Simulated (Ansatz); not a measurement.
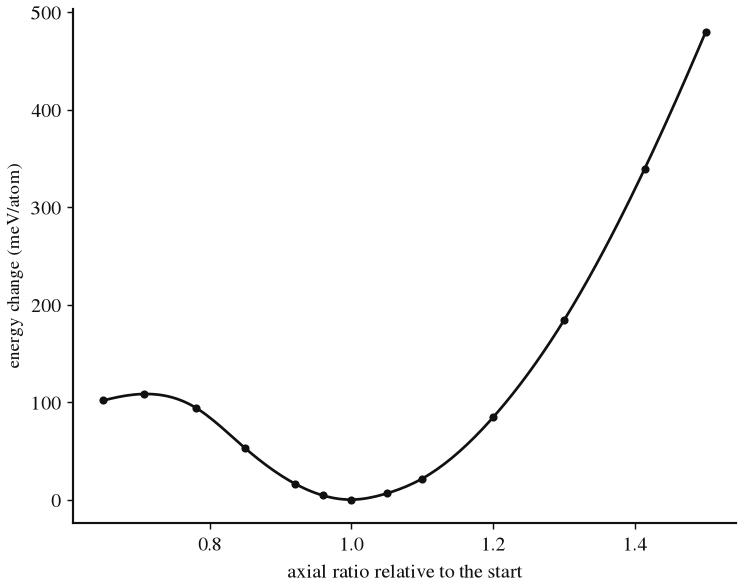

The figure shows the energy change against relative axial ratio.

Method: deformation of a crystal at fixed volume, lengths along the axis scaled against those across it, fractional coordinates fixed, by plane-wave density functional theory with PAW datasets, free energies less that of the undisturbed cell, pressure positive in compression; scalar-relativistic (Ansatz 0.2.0). Level: r2SCAN, no spin polarisation.

Q: For which of these solids was it computed?
A. TaN, P-62m (No. 189), 11.4 Å³/atom, path axial
B. Ag, P6_3/mmc (No. 194), 17.8 Å³/atom, path axial
C. Al, Fm-3m (No. 225), 16.6 Å³/atom, path tetragonal

A: C, Al: energy change from 0 meV/atom to 479 meV/atom. The others give: TaN, energy change from 0 meV/atom to 354 meV/atom; Ag, energy change from 0 meV/atom to 236 meV/atom.

For Ag, limits of the calculation: reference crystal is not relaxed; shape and atomic fractions are frozen while scaling, which makes layered, chain and framework solids too stiff.

For Al, limits of the calculation: reference crystal is not relaxed.

For TaN, limits of the calculation: shape and atomic fractions are frozen while scaling, which makes layered, chain and framework solids too stiff.
